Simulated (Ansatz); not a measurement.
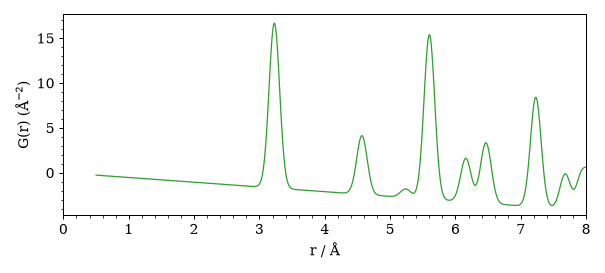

Computed X-ray G(r), with each pair weighted by the product of the atomic numbers (X-ray weights at Q = 0) and a uniform peak width σ = 0.08 Å. No termination ripples are included.

Candidate polymorphs:

A. 
```xyz
3
Lattice="5.0402 0.0000 0.0000 -2.5201 4.3649 0.0000 0.0000 0.0000 3.1545" Properties=species:S:1:pos:R:3 pbc="T T T"
Zr    0.0000    0.0000    0.0000
Zr    0.0000    2.9099    1.5772
Zr    2.5201    1.4550    1.5772
```

B. 
Space group P6_3/mmc (No. 194). a = 3.242 Å, b = 3.242 Å, c = 10.482 Å, α = 90.00°, β = 90.00°, γ = 120.00°
```json
{"atom": "Zr", "site": "2a", "symmetry": "-3m.", "x": "0.0000", "y": "0.0000", "z": "0.0000"}
{"atom": "Zr", "site": "2c", "symmetry": "-6m2", "x": "0.3333", "y": "0.6667", "z": "0.2500"}
```

Origins: A, the end point of a relaxation with DFT, m-r2SCAN, plane waves (500 eV) with PAW, scalar-relativistic (Ansatz); the starting structure was generated, so it need not be a known form of this composition; B, the input geometry of an electronic-structure calculation (not necessarily at equilibrium); the starting structure was generated, so it need not be a known form of this composition.

Q: Which candidate gives this PDF?

A: Candidate B, Zr, P6_3/mmc (first clear peaks at 3.23 Å (Zr–Zr) and 4.57 Å (Zr–Zr)). A would give first clear peaks at 2.91 Å (Zr–Zr) and 3.30 Å (Zr–Zr).
